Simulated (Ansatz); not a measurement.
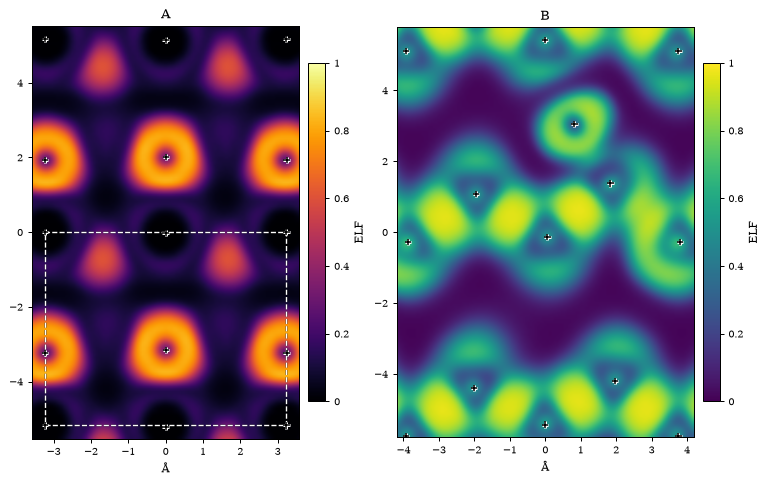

The electron localisation function of 2 systems, each on a plane through atoms (crosses mark nuclei in the plane).

All numbers below come from Ansatz 0.2.0, DFT PBE, scalar-relativistic, plane waves, PAW.

System 1: Zn₈O₉ (cell with a defect), the (010) plane of the calculation cell. PAW files of the earlier set (soft_1); spin-polarised.

```
CELL_PARAMETERS angstrom
-3.23420 -5.60180 0.00000
4.85130 -2.80090 0.00000
0.00000 0.00000 5.17720
ATOMIC_POSITIONS crystal
Zn 0.49275 0.30292 0.99673
Zn 0.49324 0.67645 0.49689
O 0.49281 0.35483 0.37261
O 0.49405 0.63306 0.89265
Zn 0.25059 0.83006 0.98583
Zn 0.24632 0.15826 0.50978
O 0.22764 0.82084 0.36176
O 0.22164 0.17221 0.90485
Zn 0.99258 0.35408 0.02705
Zn 0.99339 0.65426 0.50289
O 0.99274 0.31621 0.40434
O 0.99407 0.67003 0.87742
Zn 0.73758 0.82949 0.98691
Zn 0.73897 0.15800 0.51014
O 0.75883 0.82097 0.36278
O 0.76380 0.17168 0.90484
O 0.49214 0.99809 0.64948
```

System 2: Si₁₆O (cell with a defect), the (011̄) plane of the calculation cell. PAW files of the earlier set (soft_1); the program warned that a starting moment wasn't kept; spin-polarised, but the moments vanished.

Question: Which map belongs to which system?

Answer: Panel A is system 1, Zn₈O₉: the plane holds Zn and O. Zn–O (1.94 Å): the ELF peaks at about 0.85 in the valence shell of O, 0.6 Å from its nucleus, and is about 0.25 at the midpoint: no shared electron pair shows on this line. Panel B is system 2, Si₁₆O: the plane holds Si and O. Si–O (1.96 Å): the ELF peaks at about 0.85 in the valence shell of O, 0.6 Å from its nucleus, and is about 0.65 at the midpoint.
